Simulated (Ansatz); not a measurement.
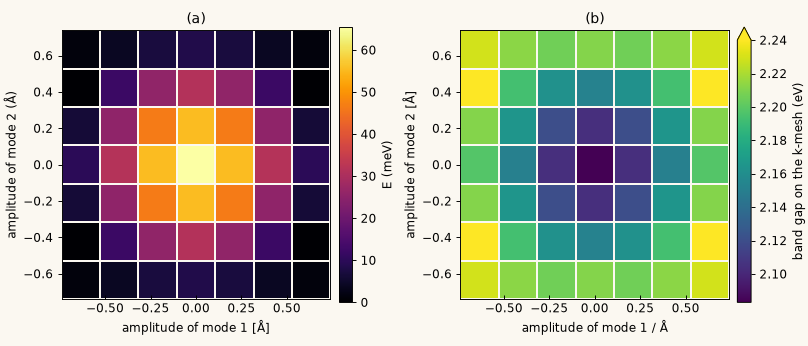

SnO₂ (P6_3/mmc, No. 194; 6 atoms in the cell). 
- The energy is mapped over two normal modes frozen in (zone-centre modes of the 6-atom cell of this scan).
- The first coordinate is: amplitude of mode 1 (21i cm⁻¹), largest displacement; the second: amplitude of mode 2 (21i cm⁻¹), largest displacement.
- Nothing is relaxed (the cell and all other modes fixed).
- The grid has 7 × 7 points; 16 points were computed and 33 follow by symmetry.
- Points are written as (first, second).
- All energies are given in meV per cell relative to the lowest grid point.
- Method: DFT PBE+D3(BJ), scalar-relativistic, plane waves, PAW (Ansatz 0.2.0). Settings: cutoff 520 eV, k-mesh 12×12×4 in the order of the run's cell vectors, gaussian smearing 0.05 eV, no spin polarisation.

Panel (a) is the energy and panel (b) the computed band gap on the k-mesh on the same grid.

The picture shows one coloured cell a grid point.

Question: How does the band gap on the k-mesh vary over the map, and what is it at the lowest grid point?

Answer: It runs from 2.08 eV at (0.000 Å, 0.000 Å) to 2.24 eV at (−0.634 Å, −0.423 Å). At the lowest grid point, (−0.634 Å, −0.423 Å), it is 2.24 eV. That point lies on the edge of the scan.

```csv
"second ↓, first →",−0.634,−0.423,−0.211,0.000,0.211,0.423,0.634
0.634,2.23,2.21,2.21,2.21,2.21,2.21,2.23
0.423,2.24,2.19,2.16,2.15,2.16,2.19,2.24
0.211,2.21,2.17,2.12,2.10,2.12,2.17,2.21
0.000,2.20,2.15,2.10,2.08,2.10,2.15,2.20
−0.211,2.21,2.17,2.12,2.10,2.12,2.17,2.21
−0.423,2.24,2.19,2.16,2.15,2.16,2.19,2.24
−0.634,2.23,2.21,2.21,2.21,2.21,2.21,2.23
```

PAW datasets: the set soft_1.
